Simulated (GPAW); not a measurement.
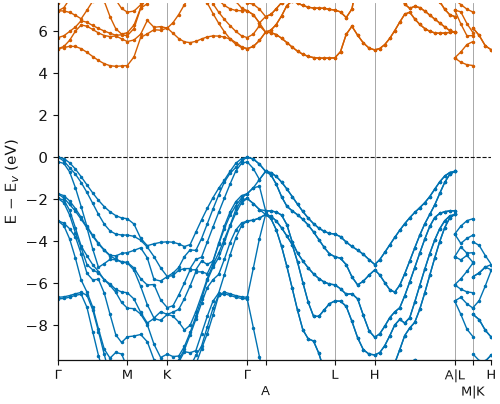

Band structure. Energies are counted from the top of the valence band.

Q: Which Bravais lattice do the labels of the path belong to?

A: A hexagonal (primitive) lattice: the path Γ–M–K–Γ–A–L–H–A|L–M|K–H runs through the special points of its Brillouin zone.

Structure: C, space group P6_3/mmc, 8 atoms in the cell; a = 2.522 Å, c = 8.237 Å (hexagonal axes).

Computed with GPAW 26.7.0: WC, PAW data sets generated in the run's folder for this functional, no spin polarisation, no spin-orbit coupling, 7×7×2 k mesh, 800 eV cutoff.

Q: Is there a gap? Give its size, its kind and where the band edges lie.

A: The material is gapped. The gap along this path is 4.32 eV and indirect, from the valence-band top at Γ to the conduction-band bottom between Γ and M; the smallest direct gap is 5.16 eV, at Γ. At M the lowest conduction band lies only 0.04 eV higher.

Q: How much do the top valence band and the lowest conduction band disperse along the path?

A: The top valence band spans 5.1 eV and the lowest conduction band 2.6 eV.

Q: What are the direct gaps at H, A and M?

A: The direct gaps are 10.21 eV at H, 6.63 eV at A and 7.29 eV at M.

The k mesh is coarse. LDA, GGA and most meta-GGA functionals understate gaps. The cell is at −5 GPa in this functional. This is a hexagonal form of diamond, not graphite.
